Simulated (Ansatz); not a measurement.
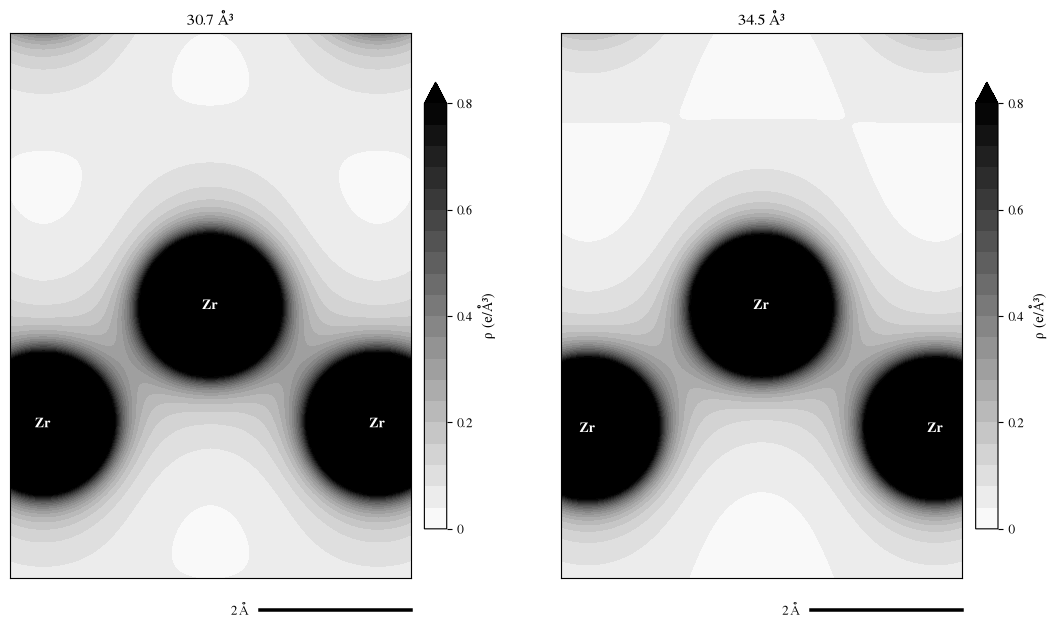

Zr. The valence electron density of cells scaled evenly to different volumes (given per atom above each panel), on the (101̄) plane of each (indices in the axes of the cell below), at one length scale and on one colour scale.

A generated structure, not necessarily the stable one.

Level of theory: DFT, revPBE, plane waves (420 eV) with PAW, scalar-relativistic in Ansatz 0.2.0.

Core electrons are frozen (PAW), and the valence fields are smoothed inside the atomic spheres.

The largest cell:

```yaml
crystal:
  lattice:
    - [0.00000, 3.25647, 3.25647]
    - [3.25647, 0.00000, 3.25647]
    - [3.25647, 3.25647, 0.00000]
  atoms:
    - { symbol: Zr, position: [0.12500, 0.12500, 0.12500] }
    - { symbol: Zr, position: [0.87500, 0.87500, 0.87500] }
```

| volume (Å³/atom) | Zr–Zr contact in the plane (Å) | ρ at its midpoint (e/Å³) | pressure (GPa) | 
| --- | --- | --- | --- |
| 30.70 | 2.712 | 0.310 | 1.4 | 
| 31.98 | 2.749 | ? | ? | 
| 34.53 | 2.820 | 0.273 | −2.0 | 

Estimate the missing row, and compare with the calculation.

Answer. Over the known rows ln ρ falls by 1.18 per Å of Zr–Zr distance (the line through the two), which gives 0.297 e/Å³ at 2.749 Å; the calculation gives 0.296 e/Å³. For the pressure, a straight line in volume between the neighbouring rows gives 0.3 GPa; the calculation gives 0.0.
